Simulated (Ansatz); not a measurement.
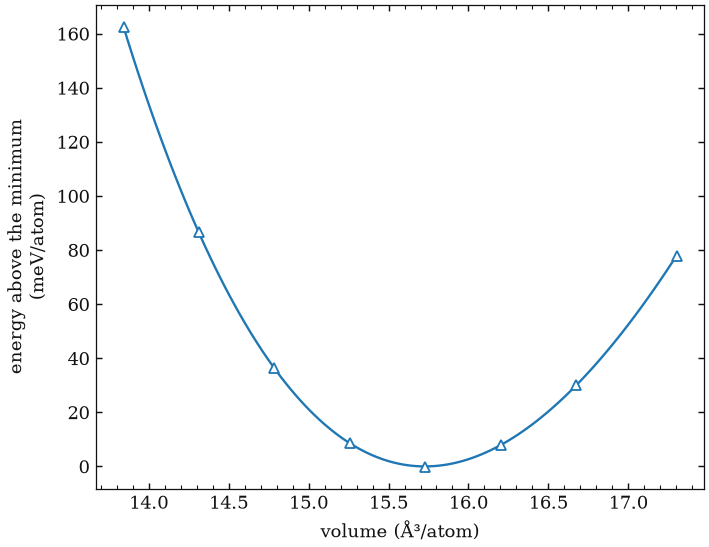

The picture above shows the energy above the minimum against volume for Zr₂N, space group P4_2/mnm (No. 136).

Starting cell:
```
CELL_PARAMETERS angstrom
5.37005 0.00000 0.00000
0.00000 5.37005 0.00000
0.00000 0.00000 3.27262
ATOMIC_POSITIONS crystal
Zr 0.29625 0.29625 0.00000
Zr 0.70375 0.70375 0.00000
Zr 0.79625 0.20375 0.50000
Zr 0.20375 0.79625 0.50000
N 0.00000 0.00000 0.00000
N 0.50000 0.50000 0.50000
```

Computed with Ansatz 0.2.0: third-order Birch-Murnaghan fit to density functional energies at scaled volumes of the given relaxed cell, shape and atoms relaxed at each volume; energies count from the fitted minimum; plane waves with PAW datasets, Γ-centred k mesh. Level: PBEsol, no spin polarisation.

```
       setting     value
   wave cutoff    420 eV
        k mesh    8×8×10
   occupations  Gaussian
smearing width    0.1 eV
```

From this curve and the settings, what does the calculation give for the pressure at the same points?

The pressure falls from 30.69 GPa at volume 13.842 Å³/atom to −14.55 GPa at 17.302 Å³/atom, and changes sign near 15.73 Å³/atom.

```
volume (Å³/atom)  pressure (GPa)
          13.842           30.69
          14.313           21.22
          14.785           13.05
          15.257            6.01
          15.729           -0.05
          16.201           -5.24
          16.673           -9.67
          17.302          -14.55
```
